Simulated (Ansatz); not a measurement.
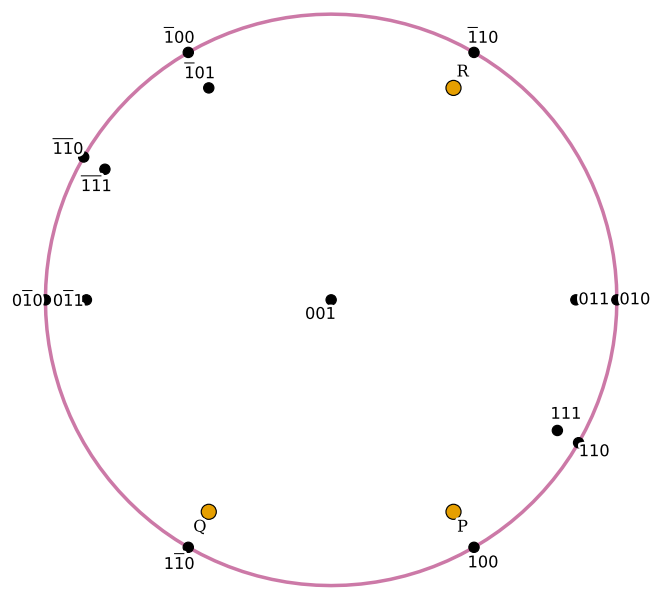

Stereographic projection of plane normals (upper hemisphere) centred on (0 0 1). Crystal: MoS2, the end point of a relaxation at fixed volume with Ansatz, DFT PBE+D3(BJ), scalar-relativistic, plane waves, PAW. Symmetry computed with spglib at a tolerance of 0.002 Å; standard conventional cell.

a = 3.061 Å, b = 3.061 Å, c = 17.049 Å, α = 90.00°, β = 90.00°, γ = 120.00°.

Index the poles marked P, Q, R.

P is (1 0 1), in four indices (1 0 −1 1), 81.2° from the centre; Q is (1 −1 1), in four indices (1 −1 0 1), 81.2° from the centre; R is (−1 1 1), in four indices (−1 1 0 1), 81.2° from the centre.

Which zone does the coloured great circle trace?

The zone [0 0 1]: its poles satisfy l = 0.

What is the angle between the normals of (1 0 1) and (−1 1 0), and what are their d_hkl = 1/|g|?

119.6°; d = 2.619 Å and 2.651 Å.
